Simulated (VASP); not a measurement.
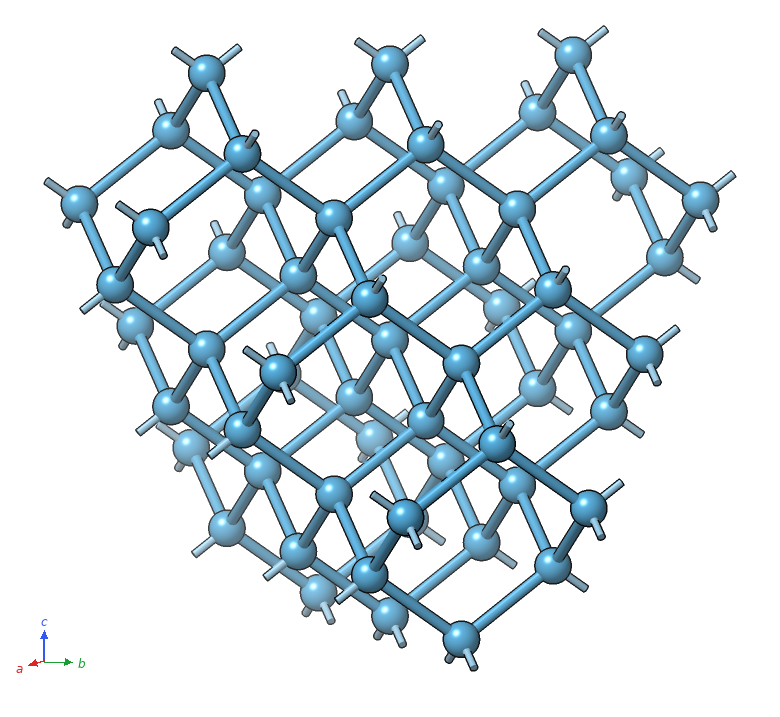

A cut-out of a periodic net derived from a crystal structure. Nodes are coloured by topological kind. Edges to nodes outside the piece are drawn as stubs.

> What net is this?

A uninodal 4-connected, three-periodic net. It is the dia net, known from diamond, zinc blende and cristobalite.

> Give point symbol and coordination sequence.

6^6, sequence 4, 12, 24, 42.

Where the net comes from. GaP (space group F-43m, No. 216). Coordinates: the end point of a relaxation with VASP Kohn-Sham DFT of a periodic cell, PBE, VASP PAW PBE potentials, recommended (VASP). Bonds are taken as Ga–P below 2.7 Å. Simplification: prune 0- and 1-connected atoms, fold 2-connected ones into links. Ga and P are 4-connected nodes.
